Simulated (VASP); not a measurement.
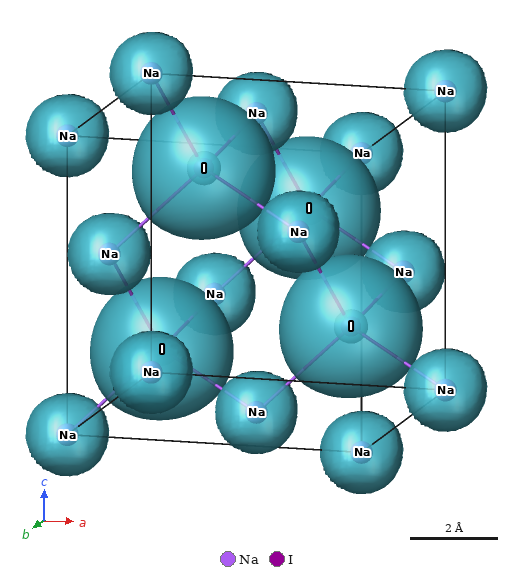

Figure 1: NaI. Isosurface of the valence pseudo-density at 0.1 e/Å³ (cyan), seen at an oblique angle. Sticks mark near contacts.

Space group F-43m; a generated structure, not necessarily the stable one.

All numbers below come from Kohn-Sham DFT of a periodic cell, HSE06, VASP PAW PBE potentials, recommended in VASP.

The density is the valence pseudo-density of a PAW calculation; it isn't the true density close to the nuclei.

Question: How is the density connected at this value?

Answer: At this value the density breaks into separate islands; it holds about 90 % of the electrons treated as valence. It bridges none of the near contacts. It is pinched off along the shortest Na–I (3.07 Å) contacts. On the grid the lowest density along these lines, outside the cores, is 0.08 e/Å³ (Na–I, 3.07 Å).

Question: Metal or insulator at this level of theory?

Answer: It is gapped, with a Kohn–Sham gap of 4.8 eV on the k-point mesh, an upper bound to the gap of this method.
